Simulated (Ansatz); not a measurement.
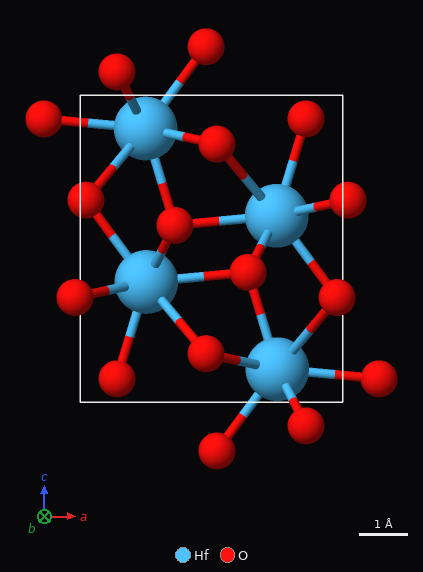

This is the input geometry for a relaxation of solid HfO2 (set up in Pnma). Style: ball-and-stick. Shown: the cell of the calculation, along the b axis.

Computed with DFT r2SCAN, scalar-relativistic, plane waves, PAW in Ansatz.

Input file:
```yaml
crystal:
  lattice:
    - [5.556395, 0.0, 0.0]
    - [0.0, 3.333597, 0.0]
    - [0.0, 0.0, 6.504995]
  atoms:
    - { symbol: Hf, position: [0.751318, 0.25, 0.107871] }
    - { symbol: Hf, position: [0.248682, 0.75, 0.892129] }
    - { symbol: Hf, position: [0.251318, 0.25, 0.392129] }
    - { symbol: Hf, position: [0.748682, 0.75, 0.607871] }
    - { symbol: O, position: [0.979206, 0.75, 0.341453] }
    - { symbol: O, position: [0.020794, 0.25, 0.658547] }
    - { symbol: O, position: [0.479206, 0.75, 0.158547] }
    - { symbol: O, position: [0.520794, 0.25, 0.841453] }
    - { symbol: O, position: [0.860501, 0.75, 0.9234] }
    - { symbol: O, position: [0.139499, 0.25, 0.0766] }
    - { symbol: O, position: [0.360501, 0.75, 0.5766] }
    - { symbol: O, position: [0.639499, 0.25, 0.4234] }
basis:
  ecutwfc: 500
kpoints:
  mp_grid: { grid: [4, 8, 4] }
hamiltonian:
  xc: r2scan
scf:
  occupations: { method: gaussian, width: 0.02 }
output:
  forces: true
  stress: true
  eigenvalues: true
  write_density: true
  write_potential: true
  elf: true
  volumetric_format: npy
relax:
  adjacent_minimum: "off"
  f_tol: 0.005
  max_steps: 80
  cell: { stress_tol: 0.05 }
```

Launched with:
```bash
ansatz run input.yaml --threads 2 --pin off --max-ram 5120MiB --backend cpu --events-out ev --progress --plain --runs-dir out
```

Q: What does the optimiser find from here?

A: Over 5 accepted moves (6 points after the start) the energy falls by 1.4 meV per atom. The largest force component goes from 0.039 to 0.0017 eV/Å. The pressure goes from −3.40 to 0.01 GPa. The SCF was repeated once at an unchanged geometry on a basis and grid sized afresh for the cell, which shifted the energy by 0.1 meV per atom at most. The largest moves relative to the cell, 0.012 Å, are those of O5, O6, O7 and O8. O8 goes along [3 0 −2]. Largest moves by element: O 0.012 Å, Hf 0.008 Å. Cell: a 5.556 → 5.541 Å (−0.3 %), b 3.334 → 3.317 Å (−0.5 %), c 6.505 → 6.468 Å (−0.6 %). Volume −1.4 %. Some distances before and after: Hf1–O5 2.587 → 2.559 Å, Hf1–Hf3 3.337 → 3.317 Å, Hf1–Hf1 3.334 → 3.317 Å, Hf1–O12 2.144 → 2.133 Å. The space group stays Pnma (No. 62).
